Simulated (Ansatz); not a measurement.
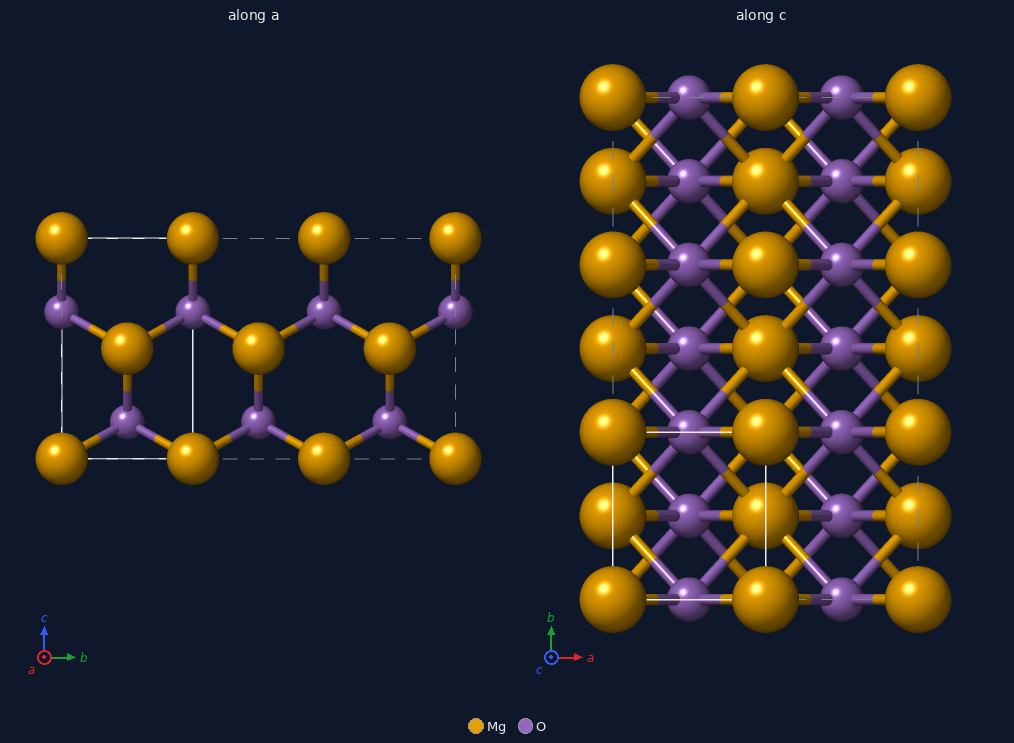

View along the a axis and along the c axis, drawn as a ball-and-stick model. The solid frame is a single conventional unit cell within a 2×3×1 block.

MgO, space group Amm2 (No. 38), a = 2.68 Å, b = 2.94 Å, c = 4.94 Å, α = 90.00°, β = 90.00°, γ = 90.00°.

Computational set-up: DFT PBE, scalar-relativistic, plane waves, PAW in Ansatz 0.2.0, plane waves to 420 eV, k-points about 0.29 Å⁻¹ apart, Gaussian smearing of 0.05 eV, no spin polarisation.

**What is the electronic character?**

An insulator at this level, with a gap of 3.20 eV on the k-mesh (the true edges may lie between mesh points, so the gap can be somewhat smaller).

**How far is the cell from zero pressure?**

The computed pressure is 4.2 GPa (compressed: it would expand). The stress isn't hydrostatic: its largest component is 10.3 GPa.

The cell started as a structure listed in the Materials Project. The cell was then strained or its atoms displaced on purpose. It was the input of a calculation with Ansatz.

At this level of theory the cell isn't at rest (compressed, at 4 GPa), so its distances can differ from those at equilibrium, the more so the softer the solid.
